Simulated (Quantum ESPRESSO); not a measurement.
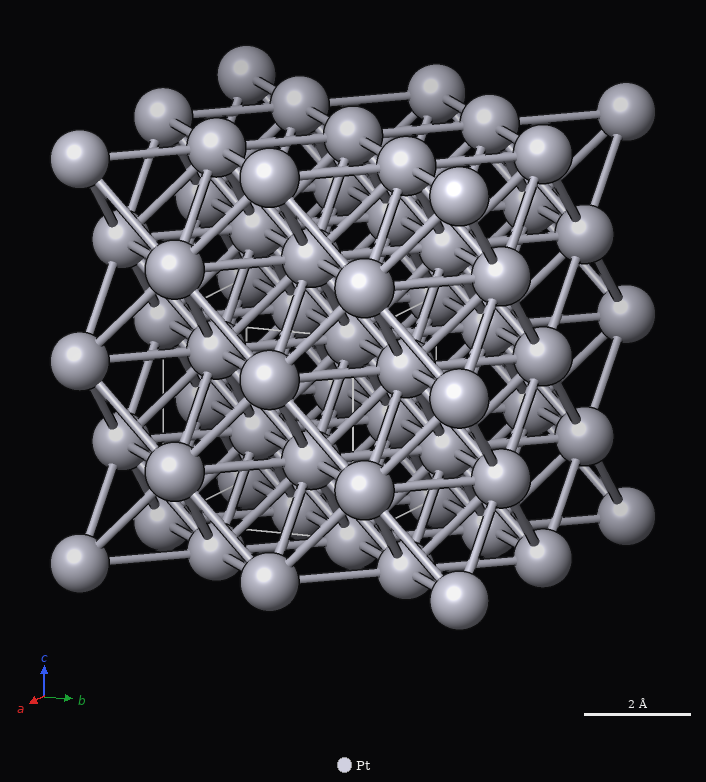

Figure 1. The input geometry (ball-and-stick view of the cell 4 times as large as that of the calculation, set on its symmetry axes, repeated 2 × 2 × 2, seen slightly off an axis). An atom can appear more than once, as a periodic image.

# Run report: Pt, band-structure run (part 1 of 3)

The run: band-structure run of Pt (Fm-3m, 1 atom in the cell). Method and program: Kohn-Sham DFT of a periodic cell, PBE, spin-orbit coupling, PseudoDojo 0.4 FR PBE standard, no spin polarisation (Quantum ESPRESSO 7.5).

The structure derives from an entry of the Crystallography Open Database.

## Input file
```
&CONTROL
  calculation = 'scf'
  prefix = 'pwscf'
  outdir = './tmp'
  pseudo_dir = './pseudo'
  tprnfor = .true.
  tstress = .true.
  disk_io = 'low'
/
&SYSTEM
  ibrav = 0
  nat = 1
  ntyp = 1
  ecutwfc = 84
  nbnd = 30
  occupations = 'smearing'
  smearing = 'fd'
  degauss = 0.00367493
  noncolin = .true.
  lspinorb = .true.
/
&ELECTRONS
  conv_thr = 2d-10
  electron_maxstep = 120
  mixing_beta = 0.5
/
ATOMIC_SPECIES
Pt   195.0840 Pt.upf
CELL_PARAMETERS bohr
   0.0000000000    3.7055639578    3.7055639578
   3.7055639578    0.0000000000    3.7055639578
   3.7055639578    3.7055639578    0.0000000000
ATOMIC_POSITIONS bohr
Pt     0.0000000000    0.0000000000    0.0000000000
K_POINTS automatic
12 12 12 0 0 0
```

## File bands.in
```
&CONTROL
  calculation = 'bands'
  prefix = 'pwscf'
  outdir = './tmp'
  pseudo_dir = './pseudo'
  disk_io = 'low'
  verbosity = 'high'
/
&SYSTEM
  ibrav = 0
  nat = 1
  ntyp = 1
  ecutwfc = 84
  nbnd = 30
  occupations = 'smearing'
  smearing = 'fd'
  degauss = 0.00367493
  noncolin = .true.
  lspinorb = .true.
/
&ELECTRONS
  conv_thr = 1d-08
  electron_maxstep = 120
  mixing_beta = 0.5
  diago_full_acc = .true.
  startingwfc = 'random'
/
ATOMIC_SPECIES
Pt   195.0840 Pt.upf
CELL_PARAMETERS bohr
   0.0000000000    3.7055639578    3.7055639578
   3.7055639578    0.0000000000    3.7055639578
   3.7055639578    3.7055639578    0.0000000000
ATOMIC_POSITIONS bohr
Pt     0.0000000000    0.0000000000    0.0000000000
K_POINTS crystal
60
 0.0000000000  0.0000000000  0.0000000000 1
 0.0625000000  0.0000000000  0.0625000000 1
 0.1250000000  0.0000000000  0.1250000000 1
 0.1875000000  0.0000000000  0.1875000000 1
 0.2500000000  0.0000000000  0.2500000000 1
 0.3125000000  0.0000000000  0.3125000000 1
 0.3750000000  0.0000000000  0.3750000000 1
 0.4375000000  0.0000000000  0.4375000000 1
 0.5000000000  0.0000000000  0.5000000000 1
 0.5000000000  0.0625000000  0.5625000000 1
 0.5000000000  0.1250000000  0.6250000000 1
 0.5000000000  0.1875000000  0.6875000000 1
 0.5000000000  0.2500000000  0.7500000000 1
 0.4375000000  0.3125000000  0.7500000000 1
 0.3750000000  0.3750000000  0.7500000000 1
 0.3375000000  0.3375000000  0.6750000000 1
 0.3000000000  0.3000000000  0.6000000000 1
 0.2625000000  0.2625000000  0.5250000000 1
 0.2250000000  0.2250000000  0.4500000000 1
 0.1875000000  0.1875000000  0.3750000000 1
 0.1500000000  0.1500000000  0.3000000000 1
 0.1125000000  0.1125000000  0.2250000000 1
 0.0750000000  0.0750000000  0.1500000000 1
 0.0375000000  0.0375000000  0.0750000000 1
 0.0000000000  0.0000000000  0.0000000000 1
 0.0625000000  0.0625000000  0.0625000000 1
 0.1250000000  0.1250000000  0.1250000000 1
 0.1875000000  0.1875000000  0.1875000000 1
 0.2500000000  0.2500000000  0.2500000000 1
 0.3125000000  0.3125000000  0.3125000000 1
 0.3750000000  0.3750000000  0.3750000000 1
 0.4375000000  0.4375000000  0.4375000000 1
 0.5000000000  0.5000000000  0.5000000000 1
 0.5250000000  0.4500000000  0.5250000000 1
 0.5500000000  0.4000000000  0.5500000000 1
 0.5750000000  0.3500000000  0.5750000000 1
 0.6000000000  0.3000000000  0.6000000000 1
 0.6250000000  0.2500000000  0.6250000000 1
 0.5833333333  0.2500000000  0.6666666667 1
 0.5416666667  0.2500000000  0.7083333333 1
 0.5000000000  0.2500000000  0.7500000000 1
 0.5000000000  0.2857142857  0.7142857143 1
 0.5000000000  0.3214285714  0.6785714286 1
 0.5000000000  0.3571428571  0.6428571429 1
 0.5000000000  0.3928571429  0.6071428571 1
 0.5000000000  0.4285714286  0.5714285714 1
 0.5000000000  0.4642857143  0.5357142857 1
 0.5000000000  0.5000000000  0.5000000000 1
 0.4821428571  0.4821428571  0.5357142857 1
 0.4642857143  0.4642857143  0.5714285714 1
 0.4464285714  0.4464285714  0.6071428571 1
 0.4285714286  0.4285714286  0.6428571429 1
 0.4107142857  0.4107142857  0.6785714286 1
 0.3928571429  0.3928571429  0.7142857143 1
 0.3750000000  0.3750000000  0.7500000000 1
 0.6250000000  0.2500000000  0.6250000000 1
 0.5937500000  0.1875000000  0.5937500000 1
 0.5625000000  0.1250000000  0.5625000000 1
 0.5312500000  0.0625000000  0.5312500000 1
 0.5000000000  0.0000000000  0.5000000000 1
```

Hardware: 1 thread of Arm Neoverse V2, 24 GiB of memory available, shared host.

Launch command:
```bash
OMP_NUM_THREADS=1 pw.x -in pw.in > pw.out
OMP_NUM_THREADS=1 pw.x -in bands.in > bands.out
```

## What the program printed
```
This program is part of the open-source Quantum ESPRESSO suite
     for quantum simulation of materials; please cite
         "P. Giannozzi et al., J. Phys.:Condens. Matter 21 395502 (2009);
         "P. Giannozzi et al., J. Phys.:Condens. Matter 29 465901 (2017);
         "P. Giannozzi et al., J. Chem. Phys. 152 154105 (2020);
          URL
     in publications or presentations arising from this work. More details at

     Message from routine setup:
     using ibrav=0 with symmetry is DISCOURAGED, use correct ibrav instead

     G-vector sticks info
     --------------------
     sticks:   dense  smooth     PW     G-vecs:    dense   smooth      PW
     Sum         649     649    199                10657    10657    1837

     Using Slab Decomposition

     bravais-lattice index     =            0
     lattice parameter (alat)  =       5.2405  a.u.
     unit-cell volume          =     101.7637 (a.u.)^3
     number of atoms/cell      =            1
     number of atomic types    =            1
     number of electrons       =        18.00
     number of Kohn-Sham states=           30
     kinetic-energy cutoff     =      84.0000  Ry
     charge density cutoff     =     336.0000  Ry
     scf convergence threshold =      2.0E-10
     mixing beta               =       0.5000
     number of iterations used =            8  plain     mixing
     Exchange-correlation= PBE
                           (   1   4   3   4   0   0   0)
     Non magnetic calculation with spin-orbit

     celldm(1)=   5.240459  celldm(2)=   0.000000  celldm(3)=   0.000000
     celldm(4)=   0.000000  celldm(5)=   0.000000  celldm(6)=   0.000000

     crystal axes: (cart. coord. in units of alat)
               a(1) = (   0.000000   0.707107   0.707107 )
               a(2) = (   0.707107   0.000000   0.707107 )
               a(3) = (   0.707107   0.707107   0.000000 )

     reciprocal axes: (cart. coord. in units 2 pi/alat)
               b(1) = ( -0.707107  0.707107  0.707107 )
               b(2) = (  0.707107 -0.707107  0.707107 )
               b(3) = (  0.707107  0.707107 -0.707107 )

     PseudoPot. # 1 for Pt read from file:
     Pt.upf
     Pseudo is Norm-conserving + core correction, Zval = 18.0
     Generated using ONCVPSP code by D. R. Hamann
     Using radial grid of 1374 points, 14 beta functions with:
                l(1) =   0
                l(2) =   0
                l(3) =   1
                l(4) =   1
                l(5) =   1
                l(6) =   1
                l(7) =   2
                l(8) =   2
                l(9) =   2
               l(10) =   2
               l(11) =   3
               l(12) =   3
               l(13) =   3
               l(14) =   3

     atomic species   valence    mass     pseudopotential
     Pt               18.00   195.08400     Pt( 1.00)

     48 Sym. Ops., with inversion, found

   Cartesian axes

     site n.     atom                  positions (alat units)
         1        Pt     tau(   1) = (   0.0000000   0.0000000   0.0000000  )

     number of k points=    72  Fermi-Dirac smearing, width (Ry)=  0.0037
                       cart. coord. in units 2pi/alat
        k(    1) = (   0.0000000   0.0000000   0.0000000), wk =   0.0005787
        k(    2) = (   0.0589256   0.0589256  -0.0589256), wk =   0.0046296
        k(    3) = (   0.1178511   0.1178511  -0.1178511), wk =   0.0046296
        k(    4) = (   0.1767767   0.1767767  -0.1767767), wk =   0.0046296
        k(    5) = (   0.2357023   0.2357023  -0.2357023), wk =   0.0046296
        k(    6) = (   0.2946278   0.2946278  -0.2946278), wk =   0.0046296
        k(    7) = (  -0.3535534  -0.3535534   0.3535534), wk =   0.0023148
        k(    8) = (   0.1178511   0.0000000  -0.0000000), wk =   0.0034722
        k(    9) = (   0.1767767   0.0589256  -0.0589256), wk =   0.0138889
        k(   10) = (   0.2357023   0.1178511  -0.1178511), wk =   0.0138889
        k(   11) = (   0.2946278   0.1767767  -0.1767767), wk =   0.0138889
        k(   12) = (   0.3535534   0.2357023  -0.2357023), wk =   0.0138889
        k(   13) = (  -0.2946278  -0.4124790   0.4124790), wk =   0.0138889
        k(   14) = (  -0.2357023  -0.3535534   0.3535534), wk =   0.0138889
        k(   15) = (  -0.1767767  -0.2946278   0.2946278), wk =   0.0138889
        k(   16) = (  -0.1178511  -0.2357023   0.2357023), wk =   0.0138889
        k(   17) = (  -0.0589256  -0.1767767   0.1767767), wk =   0.0138889
        k(   18) = (  -0.0000000  -0.1178511   0.1178511), wk =   0.0069444
        k(   19) = (   0.2357023   0.0000000  -0.0000000), wk =   0.0034722
        k(   20) = (   0.2946278   0.0589256  -0.0589256), wk =   0.0138889
        k(   21) = (   0.3535534   0.1178511  -0.1178511), wk =   0.0138889
        k(   22) = (   0.4124790   0.1767767  -0.1767767), wk =   0.0138889
        k(   23) = (  -0.2357023  -0.4714045   0.4714045), wk =   0.0138889
        k(   24) = (  -0.1767767  -0.4124790   0.4124790), wk =   0.0138889
        k(   25) = (  -0.1178511  -0.3535534   0.3535534), wk =   0.0138889
        k(   26) = (  -0.0589256  -0.2946278   0.2946278), wk =   0.0138889
        k(   27) = (   0.0000000  -0.2357023   0.2357023), wk =   0.0069444
        k(   28) = (   0.3535534   0.0000000   0.0000000), wk =   0.0034722
        k(   29) = (   0.4124790   0.0589256  -0.0589256), wk =   0.0138889
        k(   30) = (   0.4714045   0.1178511  -0.1178511), wk =   0.0138889
        k(   31) = (  -0.1767767  -0.5303301   0.5303301), wk =   0.0138889
        k(   32) = (  -0.1178511  -0.4714045   0.4714045), wk =   0.0138889
        k(   33) = (  -0.0589256  -0.4124790   0.4124790), wk =   0.0138889
        k(   34) = (   0.0000000  -0.3535534   0.3535534), wk =   0.0069444
        k(   35) = (   0.4714045   0.0000000  -0.0000000), wk =   0.0034722
        k(   36) = (   0.5303301   0.0589256  -0.0589256), wk =   0.0138889
        k(   37) = (  -0.1178511  -0.5892557   0.5892557), wk =   0.0138889
        k(   38) = (  -0.0589256  -0.5303301   0.5303301), wk =   0.0138889
        k(   39) = (  -0.0000000  -0.4714045   0.4714045), wk =   0.0069444
        k(   40) = (   0.5892557   0.0000000  -0.0000000), wk =   0.0034722
        k(   41) = (  -0.0589256  -0.6481812   0.6481812), wk =   0.0138889
        k(   42) = (   0.0000000  -0.5892557   0.5892557), wk =   0.0069444
        k(   43) = (  -0.7071068   0.0000000   0.0000000), wk =   0.0017361
        k(   44) = (   0.2357023   0.1178511   0.0000000), wk =   0.0138889
        k(   45) = (   0.2946278   0.1767767  -0.0589256), wk =   0.0277778
        k(   46) = (   0.3535534   0.2357023  -0.1178511), wk =   0.0277778
        k(   47) = (  -0.2946278  -0.4124790   0.5303301), wk =   0.0277778
        k(   48) = (  -0.2357023  -0.3535534   0.4714045), wk =   0.0138889
        k(   49) = (   0.3535534   0.1178511   0.0000000), wk =   0.0138889
        k(   50) = (   0.4124790   0.1767767  -0.0589256), wk =   0.0277778
        k(   51) = (  -0.2357023  -0.4714045   0.5892557), wk =   0.0277778
        k(   52) = (  -0.1767767  -0.4124790   0.5303301), wk =   0.0277778
        k(   53) = (  -0.1178511  -0.3535534   0.4714045), wk =   0.0277778
        k(   54) = (  -0.0589256  -0.2946278   0.4124790), wk =   0.0277778
        k(   55) = (   0.0000000  -0.2357023   0.3535534), wk =   0.0138889
        k(   56) = (   0.4714045   0.1178511  -0.0000000), wk =   0.0138889
        k(   57) = (  -0.1767767  -0.5303301   0.6481812), wk =   0.0277778
        k(   58) = (  -0.1178511  -0.4714045   0.5892557), wk =   0.0277778
        k(   59) = (  -0.0589256  -0.4124790   0.5303301), wk =   0.0277778
        k(   60) = (  -0.0000000  -0.3535534   0.4714045), wk =   0.0138889
        k(   61) = (  -0.1178511  -0.5892557   0.7071068), wk =   0.0138889
        k(   62) = (  -0.0589256  -0.5303301   0.6481812), wk =   0.0277778
        k(   63) = (  -0.0000000  -0.4714045   0.5892557), wk =   0.0138889
        k(   64) = (  -0.7071068   0.1178511  -0.0000000), wk =   0.0069444
        k(   65) = (  -0.2357023  -0.4714045   0.7071068), wk =   0.0138889
        k(   66) = (  -0.1767767  -0.4124790   0.6481812), wk =   0.0277778
        k(   67) = (  -0.1178511  -0.3535534   0.5892557), wk =   0.0138889
        k(   68) = (  -0.1178511  -0.4714045   0.7071068), wk =   0.0138889
        k(   69) = (  -0.0589256  -0.4124790   0.6481812), wk =   0.0277778
        k(   70) = (   0.0000000  -0.3535534   0.5892557), wk =   0.0138889
        k(   71) = (  -0.7071068   0.2357023   0.0000000), wk =   0.0069444
        k(   72) = (  -0.7071068   0.3535534   0.0000000), wk =   0.0034722

     Dense  grid:    10657 G-vectors     FFT dimensions: (  32,  32,  32)

     Initial potential from superposition of free atoms

     starting charge      17.9998, renormalised to      18.0000
     Starting wfcs are   20 randomized atomic wfcs +   10 random wfcs

     Self-consistent Calculation

     iteration #  1     ecut=    84.00 Ry     beta= 0.50
     Davidson diagonalization with overlap
     ethr =  1.00E-02,  avg # of iterations =  4.6

     Threshold (ethr) on eigenvalues was too large:
     Diagonalizing with lowered threshold

     Davidson diagonalization with overlap
     ethr =  4.31E-04,  avg # of iterations =  1.8

     total energy              =    -261.61372909 Ry
     estimated scf accuracy    <       0.07696151 Ry

     iteration #  2     ecut=    84.00 Ry     beta= 0.50
     Davidson diagonalization with overlap
     ethr =  4.28E-04,  avg # of iterations =  2.2

     total energy              =    -261.62994903 Ry
     estimated scf accuracy    <       0.00243940 Ry

     iteration #  3     ecut=    84.00 Ry     beta= 0.50
     Davidson diagonalization with overlap
     ethr =  1.36E-05,  avg # of iterations =  3.8

     total energy              =    -261.63017683 Ry
     estimated scf accuracy    <       0.00042598 Ry

     iteration #  4     ecut=    84.00 Ry     beta= 0.50
     Davidson diagonalization with overlap
     ethr =  2.37E-06,  avg # of iterations =  2.7

     total energy              =    -261.63020358 Ry
     estimated scf accuracy    <       0.00000442 Ry

     iteration #  5     ecut=    84.00 Ry     beta= 0.50
     Davidson diagonalization with overlap
     ethr =  2.46E-08,  avg # of iterations =  2.0
```
